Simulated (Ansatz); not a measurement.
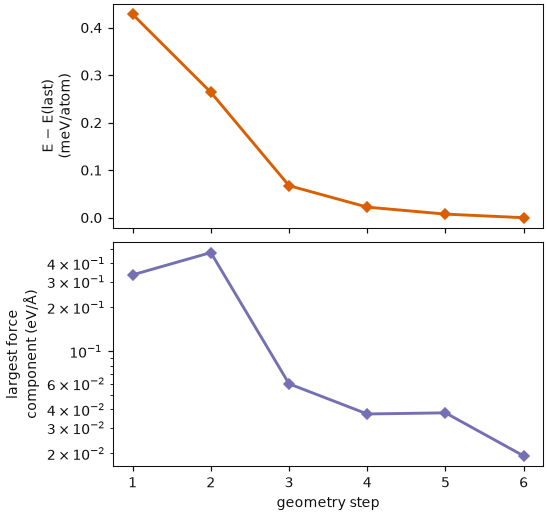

History of a geometry optimisation. Only the atoms move.

The run: Sn₁₇O₃₁ (defect cell, 48 atoms in the cell, total charge −1), by DFT PBE, scalar-relativistic, plane waves, PAW (Ansatz 0.2.0); cutoff 420 eV, 2×2×2 k-mesh, Gaussian smearing of 0.01 eV, collinear spins.

> How did the optimisation end?

The optimisation met its thresholds at geometry 6, counting the start as the first. The energy fell by about 0.43 meV/atom from the first step to the last. The largest force component goes from about 0.33 eV/Å at the start to 0.019 eV/Å at the end.
